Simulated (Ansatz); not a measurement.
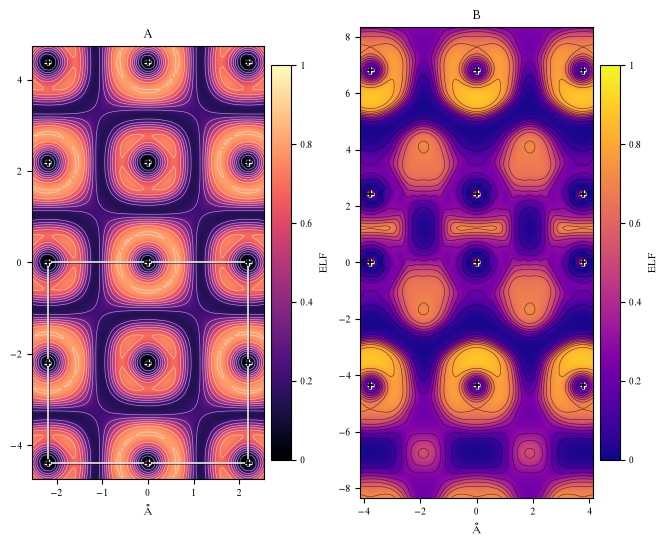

The electron localisation function of 2 systems, each on a plane through atoms (crosses mark nuclei in the plane).

These are results of DFT PBE+D3(BJ), scalar-relativistic, plane waves, PAW in Ansatz, not measurements.

System 1: TaN, the (010) plane of the conventional cell. Space group Fm-3m.

```
Ta N
1.0
     4.38512    0.00000    0.00000
     0.00000    4.38512    0.00000
     0.00000    0.00000    4.38512
Ta N
4 4
Cartesian
  2.1926 0.0000 0.0000
  0.0000 2.1926 0.0000
  0.0000 0.0000 2.1926
  2.1926 2.1926 2.1926
  0.0000 0.0000 0.0000
  2.1926 2.1926 0.0000
  2.1926 0.0000 2.1926
  0.0000 2.1926 2.1926
```

System 2: GaSe, the (100) plane of the conventional cell. Space group P6₃/mmc.

```yaml
crystal:
  lattice:
    - [3.76932, 0.00000, 0.00000]
    - [-1.88466, 3.26433, 0.00000]
    - [0.00000, 0.00000, 15.96644]
  atoms:
    - { symbol: Ga, position: [0.33333, 0.66667, 0.17349] }
    - { symbol: Ga, position: [0.66667, 0.33333, 0.67349] }
    - { symbol: Ga, position: [0.33333, 0.66667, 0.32651] }
    - { symbol: Ga, position: [0.66667, 0.33333, 0.82651] }
    - { symbol: Se, position: [0.33333, 0.66667, 0.59970] }
    - { symbol: Se, position: [0.66667, 0.33333, 0.09970] }
    - { symbol: Se, position: [0.33333, 0.66667, 0.90030] }
    - { symbol: Se, position: [0.66667, 0.33333, 0.40030] }
```

Question: Match each panel to its system.

Answer: Panel A is system 1, TaN: the plane holds Ta and N. Ta–N (2.19 Å): the ELF peaks at about 0.80 in the valence shell of N, 0.7 Å from its nucleus, and is about 0.15 at the midpoint (no localised pair shows between them). Panel B is system 2, GaSe: the plane holds Ga and Se. Ga–Ga (2.44 Å): the ELF peaks at about 0.70 between the atoms.
